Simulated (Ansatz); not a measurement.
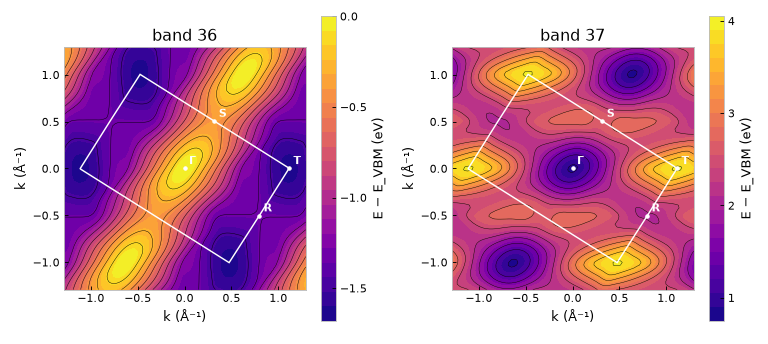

Two bands of CuI in space group Cmcm over the plane through Γ, T and S: the highest mostly filled and the lowest mostly empty one.

Method: Ansatz, DFT LDA, scalar-relativistic, plane waves, PAW; levels and slopes on a dense k mesh at the converged density. No spin polarisation. Mesh 18×18×22, interpolated with the band slopes. The geometry was not relaxed (residual pressure −3 GPa, largest force 0.4 eV/Å). The cell comes from a database of computed structures, not from a measurement.

Give both levels and their distance at the named points.

Answer.
| point | lower band (eV) | upper band (eV) | distance (eV) |
| --- | --- | --- | --- |
| Γ | 0.00 | 0.86 | 0.86 |
| T | −1.63 | 3.93 | 5.56 |
| S | −0.39 | 2.62 | 3.01 |
| R | −1.35 | 2.08 | 3.44 |

Where are the band edges of the whole zone?

Answer. The valence band has one maximum at Γ, principal masses 0.16, 0.89 and 4.55 mₑ; the conduction band has one minimum at Γ, principal masses 0.17, 0.18 and 0.57 mₑ. The gap is direct, 0.86 eV at this level of theory, which underestimates gaps and can reorder valleys that lie close.

Spin-orbit coupling, left out here, can change the gap, its kind, the place of the band edges and the masses, since the compound holds I.
